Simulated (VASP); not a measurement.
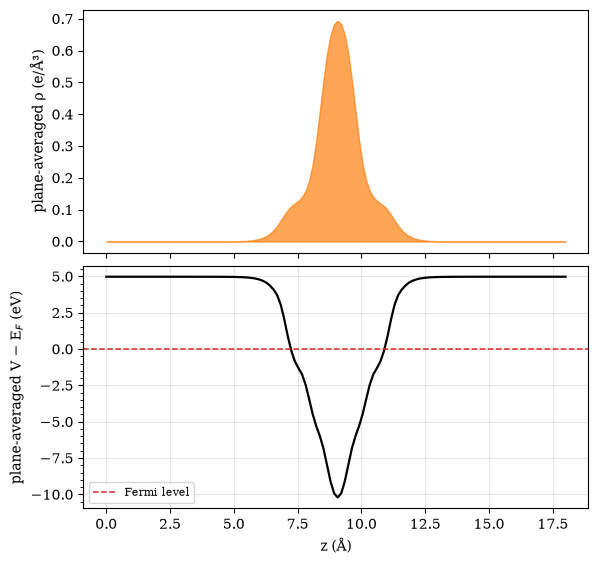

InAs (slab). Plane average of the electrostatic potential (local pseudopotential plus Hartree) felt by an electron and of the valence electron density across the slab.

Theory: VASP 6.6.1, Kohn-Sham DFT of a periodic cell, PBEsol, VASP PAW PBE potentials, recommended.

Core electrons are frozen (PAW), and the valence fields are smoothed inside the atomic spheres.

```
CELL_PARAMETERS angstrom
6.03600 0.00000 0.00000
0.00000 4.26810 0.00000
0.00000 0.00000 18.13405
ATOMIC_POSITIONS crystal
In 0.53585 0.50000 0.48242
In 0.03585 0.00000 0.51758
As 0.71415 0.00000 0.42340
As 0.21415 0.50000 0.57660
```

Question: How far above the Fermi level of the calculation is the vacuum level?

Answer: 5.0 eV. The slab has a gap, so the Fermi level lies inside it and this isn't a work function in the metallic sense.

Question: How thick is the slab, and how wide the vacuum?

Answer: The outermost nuclei are 2.8 Å apart, in 4 atomic planes; the vacuum between periodic images is 15.4 Å wide.
